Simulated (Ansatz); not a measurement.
**Geometry relaxation, with input and output: P (part 1 of 2)**

System: P (P4/mmm, 1 atom in the cell).
Method: DFT r2SCAN, scalar-relativistic, plane waves, PAW, no spin polarisation (Ansatz 0.2.0).

The structure derives from an entry of the Crystallography Open Database.

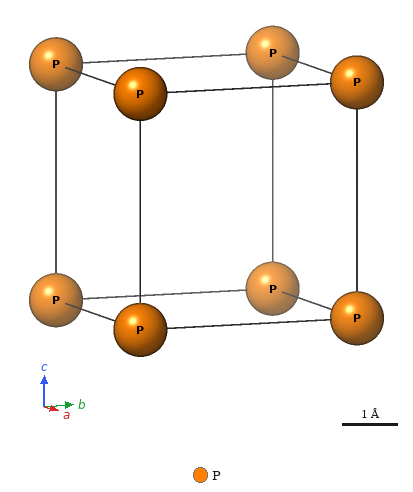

*The structure as given in the input (ball-and-stick view of the cell of the calculation, seen slightly off an axis). An atom can appear more than once, as a periodic image.*

Key numbers

| quantity | value |
| --- | --- |
| outcome | converged |
| space group (tolerance 0.01 Å) | P4/mmm (123) → Pm-3m (221) |
| electrons treated | 5 |
| free energy | −759.0400 eV |
| Fermi energy | 11.382 eV |
| gap on the k-point mesh | none (metallic) |
| pressure | 0.00 GPa |
| final volume | 14.42 Å³ |
| largest force (length of the vector) at the end | under 0.001 eV/Å |
| final cell | a = 2.434 Å, b = 2.434 Å, c = 2.434 Å, α = 90.00°, β = 90.00°, γ = 90.00° |
| hardware | 1 thread of AMD EPYC (Zen 3), 189 GiB of memory available, shared host |
| wall time | 5.1 min |
| peak memory | 0.58 GiB |

The input
```yaml
crystal:
  lattice:
    - [4.2729048574, 0.0, 0.0]
    - [0.0, 4.2729048574, 0.0]
    - [0.0, 0.0, 4.378]
  atoms:
    - { symbol: P, position: [0.0, 0.0, 0.0] }
basis:
  ecutwfc: 500
kpoints:
  mp_grid: { grid: [10, 10, 10] }
hamiltonian:
  xc: r2scan
scf:
  occupations: { method: gaussian, width: 0.1 }
output:
  forces: true
  stress: true
  eigenvalues: true
  write_density: true
  write_potential: true
  elf: true
  volumetric_format: npy
relax:
  adjacent_minimum: "off"
  f_tol: 0.005
  max_steps: 80
  cell: { stress_tol: 0.05 }
```

Launch command:
```bash
ansatz run input.yaml --threads 1 --pin off --max-ram 2560MiB --backend cpu --events-out ev --progress --plain --runs-dir out
```

What the program printed
```
Engine: ansatz 0.2.0, x86_64-unknown-linux-gnu
Pseudopotentials: kind: paw
Pseudopotential: P, paw, valence charge 5, recommended cutoff 500 eV (meta_gga), P.paw.azcp
Functional definition: r2SCAN
  parameter k0 = 0.174
  parameter k1 = 0.065
  parameter a1 = 4.9479
  exchange = r2scan_x(k0 = k0, k1 = k1, a1 = a1)
  correlation = r2scan_c
Crystal: 1 atoms, lattice volume = 79.932 Å³
Basis set: ecut = 500 eV, 2031 PW (Γ), exchange–correlation on 128×128×128 points (64 copies of the dense FFT grid, shifted against one another)
Bands: 7, of which v1, the nominal top of the filled ones, is band 3 counted from 1 (2 counted from 0)
Symmetry: 16 space group operations
Space group: P4/mmm (ITA 123), of the structure as read, at distance tolerance 4.3e-5 Å
k-points: 126 of 1000
Non-local potential: P, projectors of the file, l = 0: 2, l = 1: 2, l = 2: 2
PAW form: soft (Blöchl's): semilocal exchange-correlation on the pseudo side does not see the compensation charge
PAW frozen core: P, regenerated for the run's functional (the file was generated under x = pbe(κ = 0.804, μ = 0.2195149727645171), c = pbe(β = 0.06672455060314922))
PAW one-centre angular grid: P, 302 points (default); XC on 160 Gauss nodes
Initial density: superposition of atomic densities (neutral atoms: chi_scale 0, normalization atom), corrected by the library's trained network
Initial wavefunctions: pseudopotential atomic-orbital guess
Functional: x = r2scan, c = r2scan; τ floored in thin density (d = 2e-4 eV/Å³)
SCF iter   1: F=—  HF=-754.507752 eV  |F-HF|=—  |Δ(HF+E_count)|=         —  Δρ=3.89e-3  dr2=2.24e-2  dr2_τ=1.52e-3  ethr=1.77e-3  ⟨swp⟩=5.2  Hψ=7559  notcnv=0
preconditioner: auto → LDOS  [metal: Δε(μ)=0.015 eV  Ē_g=9.216 eV  σ=0.100 eV  W_gap=0.08  n_scr=6 (ndim 8)  ℏωp=9.3 eV  f_vac=0.154  D(μ)=2.91/eV (n_scr^D=26)  β→1.0]
SCF iter   2: F=—  HF=-754.517908 eV  |F-HF|=—  |Δ(HF+E_count)|=   1.02e-2  Δρ=1.49e-3  dr2=4.21e-3  dr2_τ=3.14e-5  ethr=4.48e-4  ⟨swp⟩=3.0  Hψ=2756  notcnv=0  defer=18
SCF iter   3: F=—  HF=-754.518459 eV  |F-HF|=—  |Δ(HF+E_count)|=   5.51e-4  Δρ=5.40e-4  dr2=6.02e-4  dr2_τ=1.94e-6  ethr=8.42e-5  ⟨swp⟩=3.0  Hψ=1549  notcnv=0  defer=18
SCF iter   4: F=—  HF=-754.518610 eV  |F-HF|=—  |Δ(HF+E_count)|=   1.51e-4  Δρ=7.61e-5  dr2=3.64e-6  dr2_τ=8.84e-8  ethr=1.20e-5  ⟨swp⟩=2.1  Hψ=1189  notcnv=0  defer=18
SCF iter   5: F=—  HF=-754.518625 eV  |F-HF|=—  |Δ(HF+E_count)|=   1.54e-5  Δρ=2.01e-5  dr2=2.95e-7  dr2_τ=6.75e-9  ethr=7.27e-8  ⟨swp⟩=2.1  Hψ=1225  notcnv=0  defer=18
SCF iter   6: F=-754.518627 eV  HF=-754.518627 eV  |F-HF|=2.53e-8  |Δ(HF+E_count)|=   1.04e-6  Δρ=3.53e-6  dr2=1.40e-8  dr2_τ=3.27e-10  ethr=2.00e-9  ⟨swp⟩=11.4  Hψ=7019  notcnv=0
SCF 1 converged in 6 iterations: F = -754.518627 eV  dr2 = 1.40e-8
  greatest PAW one-centre occupation: 0.846 electrons in one spin orbital (limit 2), on the P atom at site 0 (counted from 0), in its partial waves of l = 0
relax step   1: F+E_penalty+E_count = -754.51862656 eV  Δ(F+E_penalty+E_count) = +0.000e0 eV  max|allowed force component| = 0.000e0 eV/Å  Δτ_max = 0.0000 Å  P = -4.015 GPa  Ω = 79.932 Å³  (6 SCF iters, dr2 threshold 1.00e-7 eV, accepted)
Crystal: 1 atoms, lattice volume = 68.877 Å³
Basis set: ecut = 500 eV, 1767 PW (Γ), exchange–correlation on 128×128×128 points (64 copies of the dense FFT grid, shifted against one another)
Initial density: handed on by an earlier stage of this run
Initial wavefunctions: those handed on with the density
iter 1 solved again at ethr=7.26e-5 eV; its pass at ethr=3.10e-3 eV (dr2=3.63e-3 eV) is discarded
SCF iter   1: F=—  HF=-754.906956 eV  |F-HF|=—  |Δ(HF+E_count)|=         —  Δρ=1.50e-3  dr2=3.39e-3  dr2_τ=2.13e-3  ethr=7.26e-5  ⟨swp⟩=2.0  Hψ=9818  notcnv=0
preconditioner: auto → LDOS  [metal: Δε(μ)=0.005 eV  Ē_g=9.595 eV  σ=0.100 eV  W_gap=0.03  n_scr=6 (ndim 8)  ℏωp=10.0 eV  f_vac=0.072  D(μ)=2.28/eV (n_scr^D=18)  β→1.0]
SCF iter   2: F=—  HF=-754.843556 eV  |F-HF|=—  |Δ(HF+E_count)|=   6.34e-2  Δρ=7.69e-4  dr2=9.28e-4  dr2_τ=6.70e-6  ethr=6.78e-5  ⟨swp⟩=3.0  Hψ=2080  notcnv=0
SCF iter   3: F=—  HF=-754.843352 eV  |F-HF|=—  |Δ(HF+E_count)|=   2.04e-4  Δρ=2.68e-4  dr2=4.24e-5  dr2_τ=1.62e-6  ethr=1.86e-5  ⟨swp⟩=2.2  Hψ=1727  notcnv=0
SCF iter   4: F=—  HF=-754.843521 eV  |F-HF|=—  |Δ(HF+E_count)|=   1.69e-4  Δρ=7.01e-5  dr2=2.62e-6  dr2_τ=9.75e-8  ethr=8.48e-7  ⟨swp⟩=2.0  Hψ=1209  notcnv=0
SCF iter   5: F=-754.843542 eV  HF=-754.843542 eV  |F-HF|=2.25e-7  |Δ(HF+E_count)|=   2.06e-5  Δρ=6.43e-6  dr2=4.07e-8  dr2_τ=1.51e-9  ethr=2.00e-9  ⟨swp⟩=10.7  Hψ=8163  notcnv=0
SCF 2 converged in 5 iterations: F = -754.843542 eV  dr2 = 4.07e-8
[... from here on the iterations of each SCF are left out, up to the last one ...]
relax step   2: F+E_penalty+E_count = -754.84354200 eV  Δ(F+E_penalty+E_count) = -3.249e-1 eV  max|allowed force component| = 0.000e0 eV/Å  Δτ_max = 0.0000 Å  P = -5.461 GPa  Ω = 68.877 Å³  energy of the carried Pulay correction = +3.098e-4 eV  (5 SCF iters, dr2 threshold 1.00e-7 eV, accepted)
Crystal: 1 atoms, lattice volume = 59.143 Å³
Basis set: ecut = 500 eV, 1475 PW (Γ), exchange–correlation on 128×128×128 points (64 copies of the dense FFT grid, shifted against one another)
preconditioner: auto → LDOS  [metal: Δε(μ)=0.024 eV  Ē_g=9.951 eV  σ=0.100 eV  W_gap=0.13  n_scr=6 (ndim 8)  ℏωp=10.8 eV  f_vac=0.039  D(μ)=1.90/eV (n_scr^D=18)  β→1.0]
SCF 3 converged in 5 iterations: F = -755.228912 eV  dr2 = 3.11e-8
relax step   3: F+E_penalty+E_count = -755.22891231 eV  Δ(F+E_penalty+E_count) = -3.854e-1 eV  max|allowed force component| = 0.000e0 eV/Å  Δτ_max = 0.0000 Å  P = -7.277 GPa  Ω = 59.143 Å³  energy of the carried Pulay correction = +6.604e-4 eV  (5 SCF iters, dr2 threshold 1.00e-7 eV, accepted)
Crystal: 1 atoms, lattice volume = 50.428 Å³
Basis set: ecut = 500 eV, 1293 PW (Γ), exchange–correlation on 128×128×128 points (64 copies of the dense FFT grid, shifted against one another)
preconditioner: auto → LDOS  [metal: Δε(μ)=0.027 eV  Ē_g=10.372 eV  σ=0.100 eV  W_gap=0.15  n_scr=6 (ndim 8)  ℏωp=11.7 eV  f_vac=0.014  D(μ)=1.53/eV (n_scr^D=6)  β→1.0]
SCF 4 converged in 5 iterations: F = -755.685392 eV  dr2 = 2.24e-8
  Residual-converged pass: ⟨swp⟩=1.1  Hψ=1268  notcnv=0  max |occ|·‖R‖ = 7.1e-9 eV (tolerance 1.0e-8 eV)  dr2=2.24e-8  dr2_τ=1.56e-9  dr2_onsite=5.79e-10  max |Δocc| = 1.7e-10
relax step   4: F+E_penalty+E_count = -755.68539223 eV  Δ(F+E_penalty+E_count) = -4.565e-1 eV  max|allowed force component| = 0.000e0 eV/Å  Δτ_max = 0.0000 Å  P = -9.532 GPa  Ω = 50.428 Å³  energy of the carried Pulay correction = +1.068e-3 eV  (5 SCF iters, dr2 threshold 1.00e-7 eV, accepted)
Crystal: 1 atoms, lattice volume = 42.660 Å³
Basis set: ecut = 500 eV, 1053 PW (Γ), exchange–correlation on 128×128×128 points (64 copies of the dense FFT grid, shifted against one another)
preconditioner: auto → none  [metal: Δε(μ)=0.035 eV  Ē_g=10.881 eV  σ=0.100 eV  W_gap=0.20  n_scr=6 (ndim 8)  ℏωp=12.7 eV  f_vac=0.000  D(μ)=1.19/eV (n_scr^D=6)]
SCF 5 converged in 6 iterations: F = -756.212795 eV  dr2 = 8.10e-9
relax step   5: F+E_penalty+E_count = -756.21279548 eV  Δ(F+E_penalty+E_count) = -5.274e-1 eV  max|allowed force component| = 0.000e0 eV/Å  Δτ_max = 0.0000 Å  P = -12.195 GPa  Ω = 42.660 Å³  energy of the carried Pulay correction = +1.544e-3 eV  (6 SCF iters, dr2 threshold 1.00e-7 eV, accepted)
Crystal: 1 atoms, lattice volume = 35.649 Å³
Basis set: ecut = 500 eV, 913 PW (Γ), exchange–correlation on 128×128×128 points (64 copies of the dense FFT grid, shifted against one another)
preconditioner: auto → none  [metal: Δε(μ)=0.041 eV  Ē_g=11.510 eV  σ=0.100 eV  W_gap=0.23  n_scr=6 (ndim 8)  ℏωp=13.9 eV  f_vac=0.000  D(μ)=0.90/eV (n_scr^D=6)]
SCF 6 converged in 6 iterations: F = -756.813773 eV  dr2 = 5.71e-9
relax step   6: F+E_penalty+E_count = -756.81377289 eV  Δ(F+E_penalty+E_count) = -6.010e-1 eV  max|allowed force component| = 0.000e0 eV/Å  Δτ_max = 0.0000 Å  P = -15.151 GPa  Ω = 35.649 Å³  energy of the carried Pulay correction = +2.118e-3 eV  (6 SCF iters, dr2 threshold 1.00e-7 eV, accepted)
Crystal: 1 atoms, lattice volume = 29.557 Å³
Basis set: ecut = 500 eV, 755 PW (Γ), exchange–correlation on 128×128×128 points (64 copies of the dense FFT grid, shifted against one another)
preconditioner: auto → none  [metal: Δε(μ)=0.025 eV  Ē_g=12.287 eV  σ=0.100 eV  W_gap=0.14  n_scr=2 (ndim 8)  ℏωp=15.3 eV  f_vac=0.000  D(μ)=0.87/eV (n_scr^D=6)]
SCF 7 converged in 6 iterations: F = -757.445419 eV  dr2 = 4.01e-10
  Residual-converged pass: ⟨swp⟩=1.0  Hψ=1262  notcnv=0  max |occ|·‖R‖ = 6.9e-9 eV (tolerance 1.0e-8 eV)  dr2=4.01e-10  dr2_τ=2.85e-11  dr2_onsite=3.18e-11  max |Δocc| = 4.0e-12
relax step   7: F+E_penalty+E_count = -757.44541909 eV  Δ(F+E_penalty+E_count) = -6.316e-1 eV  max|allowed force component| = 0.000e0 eV/Å  Δτ_max = 0.0000 Å  P = -17.860 GPa  Ω = 29.557 Å³  energy of the carried Pulay correction = +2.795e-3 eV  (6 SCF iters, dr2 threshold 1.00e-7 eV, accepted)
Crystal: 1 atoms, lattice volume = 24.135 Å³
Basis set: ecut = 500 eV, 627 PW (Γ), exchange–correlation on 128×128×128 points (64 copies of the dense FFT grid, shifted against one another)
preconditioner: auto → none  [metal: Δε(μ)=0.040 eV  Ē_g=13.286 eV  σ=0.100 eV  W_gap=0.22  n_scr=2 (ndim 8)  ℏωp=16.9 eV  f_vac=0.000  D(μ)=0.62/eV (n_scr^D=2)]
SCF 8 converged in 6 iterations: F = -758.084302 eV  dr2 = 2.92e-8
relax step   8: F+E_penalty+E_count = -758.08430205 eV  Δ(F+E_penalty+E_count) = -6.389e-1 eV  max|allowed force component| = 0.000e0 eV/Å  Δτ_max = 0.0000 Å  P = -19.507 GPa  Ω = 24.135 Å³  energy of the carried Pulay correction = +3.629e-3 eV  (6 SCF iters, dr2 threshold 1.00e-7 eV, accepted)
Crystal: 1 atoms, lattice volume = 19.574 Å³
Basis set: ecut = 500 eV, 487 PW (Γ), exchange–correlation on 128×128×128 points (64 copies of the dense FFT grid, shifted against one another)
preconditioner: auto → none  [metal: Δε(μ)=0.036 eV  Ē_g=14.540 eV  σ=0.100 eV  W_gap=0.19  n_scr=0 (ndim 8)  ℏωp=18.8 eV  f_vac=0.000  D(μ)=0.41/eV (n_scr^D=0)]
SCF 9 converged in 7 iterations: F = -758.628444 eV  dr2 = 4.23e-9
relax step   9: F+E_penalty+E_count = -758.62844447 eV  Δ(F+E_penalty+E_count) = -5.441e-1 eV  max|allowed force component| = 0.000e0 eV/Å  Δτ_max = 0.0000 Å  P = -17.429 GPa  Ω = 19.574 Å³  energy of the carried Pulay correction = +4.617e-3 eV  (7 SCF iters, dr2 threshold 1.00e-7 eV, accepted)
Crystal: 1 atoms, lattice volume = 16.560 Å³
Basis set: ecut = 500 eV, 421 PW (Γ), exchange–correlation on 128×128×128 points (64 copies of the dense FFT grid, shifted against one another)
preconditioner: auto → none  [insulator: Δε(μ)=0.113 eV  Ē_g=15.718 eV  σ=0.100 eV  W_gap=0.53  n_scr=0 (ndim 8)  ℏωp=20.4 eV  f_vac=0.000  D(μ)=0.38/eV (n_scr^D=0)  ε∞_Penn≈2.7]
SCF 10 converged in 6 iterations: F = -758.928518 eV  dr2 = 5.85e-10
relax step  10: F+E_penalty+E_count = -758.92851810 eV  Δ(F+E_penalty+E_count) = -3.001e-1 eV  max|allowed force component| = 0.000e0 eV/Å  Δτ_max = 0.0000 Å  P = -11.020 GPa  Ω = 16.560 Å³  energy of the carried Pulay correction = +5.512e-3 eV  (6 SCF iters, dr2 threshold 1.00e-7 eV, accepted)
Crystal: 1 atoms, lattice volume = 14.325 Å³
Basis set: ecut = 500 eV, 365 PW (Γ), exchange–correlation on 128×128×128 points (64 copies of the dense FFT grid, shifted against one another)
preconditioner: auto → none  [metal: Δε(μ)=0.101 eV  Ē_g=16.912 eV  σ=0.100 eV  W_gap=0.47  n_scr=0 (ndim 8)  ℏωp=21.9 eV  f_vac=0.000  D(μ)=0.33/eV (n_scr^D=0)]
SCF 11 converged in 6 iterations: F = -759.039796 eV  dr2 = 6.65e-9
relax step  11: F+E_penalty+E_count = -759.03979568 eV  Δ(F+E_penalty+E_count) = -1.113e-1 eV  max|allowed force component| = 0.000e0 eV/Å  Δτ_max = 0.0000 Å  P = +0.919 GPa  Ω = 14.325 Å³  energy of the carried Pulay correction = +6.373e-3 eV  (6 SCF iters, dr2 threshold 1.00e-7 eV, accepted)
Crystal: 1 atoms, lattice volume = 14.434 Å³
preconditioner: auto → none  [metal: Δε(μ)=0.053 eV  Ē_g=16.812 eV  σ=0.100 eV  W_gap=0.28  n_scr=0 (ndim 8)  ℏωp=21.9 eV  f_vac=0.000  D(μ)=0.47/eV (n_scr^D=0)]
SCF 12 converged in 4 iterations: F = -759.040405 eV  dr2 = 1.07e-8
relax step  12: F+E_penalty+E_count = -759.04040525 eV  Δ(F+E_penalty+E_count) = -6.096e-4 eV  max|allowed force component| = 0.000e0 eV/Å  Δτ_max = 0.0000 Å  P = -0.086 GPa  Ω = 14.434 Å³  energy of the carried Pulay correction = +6.326e-3 eV  (4 SCF iters, dr2 threshold 1.00e-7 eV, accepted)
Crystal: 1 atoms, lattice volume = 14.421 Å³
preconditioner: auto → none  [metal: Δε(μ)=0.038 eV  Ē_g=16.824 eV  σ=0.100 eV  W_gap=0.21  n_scr=0 (ndim 8)  ℏωp=21.9 eV  f_vac=0.000  D(μ)=0.50/eV (n_scr^D=0)]
SCF 13 converged in 3 iterations: F = -759.040520 eV  dr2 = 7.25e-9
relax step  13: F+E_penalty+E_count = -759.04052001 eV  Δ(F+E_penalty+E_count) = -1.148e-4 eV  max|allowed force component| = 0.000e0 eV/Å  Δτ_max = 0.0000 Å  P = +0.029 GPa  Ω = 14.421 Å³  energy of the carried Pulay correction = +6.331e-3 eV  (3 SCF iters, dr2 threshold 1.00e-7 eV, accepted)
Crystal: 1 atoms, lattice volume = 14.424 Å³
preconditioner: auto → none  [metal: Δε(μ)=0.039 eV  Ē_g=16.818 eV  σ=0.100 eV  W_gap=0.22  n_scr=0 (ndim 8)  ℏωp=21.9 eV  f_vac=0.000  D(μ)=0.51/eV (n_scr^D=0)]
SCF 14 converged in 3 iterations: F = -759.040539 eV  dr2 = 1.72e-9
```
